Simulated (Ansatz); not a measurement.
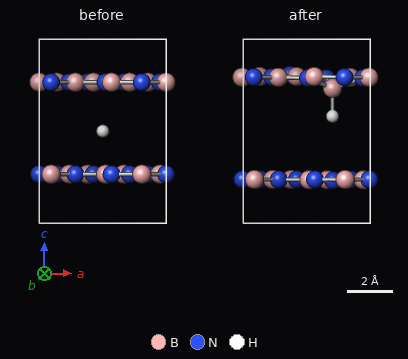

The structure of a defect cell of composition B$_{14}$HN$_{14}$ (cell charge −1) before (left) and after (right) a relaxation, at one scale.

Style: ball-and-stick. Shown: the cell of the calculation (origin shifted), along the b axis.

Case: H interstitial, charge -1, atoms relaxed.

The calculation used DFT PBE, scalar-relativistic, plane waves, PAW in Ansatz 0.2.0.

Input
```yaml
crystal:
  lattice:
    - [1.2560905718, -6.5268380678, 0.0]
    - [-6.280452859, 2.1756126893, 0.0]
    - [0.0, 0.0, -8.3431635353]
  atoms:
    - { symbol: B, position: [0.619047619, 0.5238095238, 0.75] }
    - { symbol: B, position: [0.3333333333, 0.6666666667, 0.75] }
    - { symbol: B, position: [0.0476190476, 0.8095238095, 0.75] }
    - { symbol: B, position: [0.4761904762, 0.0952380952, 0.75] }
    - { symbol: B, position: [0.1904761905, 0.2380952381, 0.75] }
    - { symbol: B, position: [0.9047619048, 0.380952381, 0.75] }
    - { symbol: B, position: [0.7619047619, 0.9523809524, 0.75] }
    - { symbol: B, position: [0.6666666667, 0.3333333333, 0.25] }
    - { symbol: B, position: [0.380952381, 0.4761904762, 0.25] }
    - { symbol: B, position: [0.0952380952, 0.619047619, 0.25] }
    - { symbol: B, position: [0.5238095238, 0.9047619048, 0.25] }
    - { symbol: B, position: [0.2380952381, 0.0476190476, 0.25] }
    - { symbol: B, position: [0.9523809524, 0.1904761905, 0.25] }
    - { symbol: B, position: [0.8095238095, 0.7619047619, 0.25] }
    - { symbol: "N", position: [0.619047619, 0.5238095238, 0.25] }
    - { symbol: "N", position: [0.3333333333, 0.6666666667, 0.25] }
    - { symbol: "N", position: [0.0476190476, 0.8095238095, 0.25] }
    - { symbol: "N", position: [0.4761904762, 0.0952380952, 0.25] }
    - { symbol: "N", position: [0.1904761905, 0.2380952381, 0.25] }
    - { symbol: "N", position: [0.9047619048, 0.380952381, 0.25] }
    - { symbol: "N", position: [0.7619047619, 0.9523809524, 0.25] }
    - { symbol: "N", position: [0.6666666667, 0.3333333333, 0.75] }
    - { symbol: "N", position: [0.380952381, 0.4761904762, 0.75] }
    - { symbol: "N", position: [0.0952380952, 0.619047619, 0.75] }
    - { symbol: "N", position: [0.5238095238, 0.9047619048, 0.75] }
    - { symbol: "N", position: [0.2380952381, 0.0476190476, 0.75] }
    - { symbol: "N", position: [0.9523809524, 0.1904761905, 0.75] }
    - { symbol: "N", position: [0.8095238095, 0.7619047619, 0.75] }
    - { symbol: H, position: [0.0262596586, 0.0028976376, -0.0155162158] }
total_charge: -1
basis:
  ecutwfc: 420
  xc_grid: 2
kpoints:
  mp_grid: { grid: [2, 2, 2], shift: [0.0, 0.0, 0.0] }
hamiltonian:
  xc: pbe
scf:
  occupations: { method: gaussian, width: 0.02 }
output:
  forces: true
  stress: false
  eigenvalues: true
  write_density: true
  write_potential: true
  elf: true
  volumetric_format: npy
relax:
  adjacent_minimum: "off"
  f_tol: 0.02
  max_steps: 60
```

Command:
```bash
ansatz run input.yaml --threads 4 --pin off --max-ram 8192MiB --backend cpu --events-out ev --progress --plain --runs-dir out
```

Question: Summarise the run.

Answer: Over 16 geometry steps the energy falls by 1.949 eV per cell of the calculation. The largest force component goes from 1.2 to 0.01 eV/Å. H29 moves most: 1.41 Å roughly along [3 1 1]. By element the largest moves are H 1.41 Å, N 0.34 Å, B 0.28 Å. The lattice vectors keep their values. Among the contacts that change: B12–H29 2.561 → 1.264 Å, B12–N17 1.450 → 1.540 Å, B10–N17 1.450 → 1.427 Å, B10–N16 1.450 → 1.461 Å. New bonds form: B12–H29 (2.56 → 1.26 Å). Among the angles between lasting bonds that change: N17–B12–N18 120.0° → 111.5°. The run took 40 s on 4 threads of AMD EPYC 9R14 (Zen 4), on a shared host, peak memory 1.1 GiB.

Limits of the set-up: the periodic images lie only 6.6 Å apart, so the values are limited by the cell's size; the cell is charged, on a uniform background, and energies carry no finite-size correction.
